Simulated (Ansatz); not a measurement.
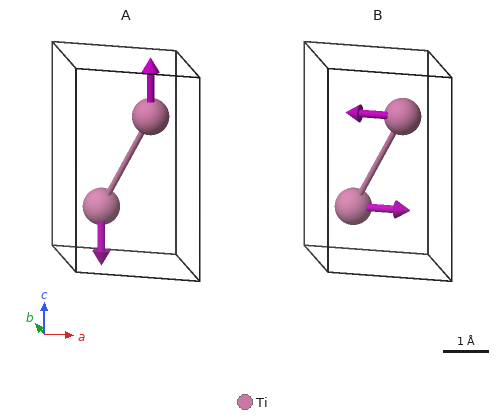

Modes of crystalline Ti at 1.02 times its rest volume, space group P6₃/mmc (No. 194), at the zone centre (one member of each degenerate set). Displacements are drawn as purple arrows; their common scale and sign are arbitrary. A ball-and-stick model of the cell of the calculation, seen slightly off an axis.

All numbers below come from DFT PBEsol, scalar-relativistic, plane waves, PAW (Ansatz 0.2.0).

The frequencies depend somewhat on the k-mesh and the smearing.

Q: Which are infrared-active and which Raman-active?

A: A is B₁g, silent by symmetry (neither infrared- nor Raman-active) (196 cm⁻¹). B is E₂g, Raman-active by symmetry (111 cm⁻¹). The crystal has a centre of inversion, so no mode is both. In a metal the free carriers screen the infrared response.
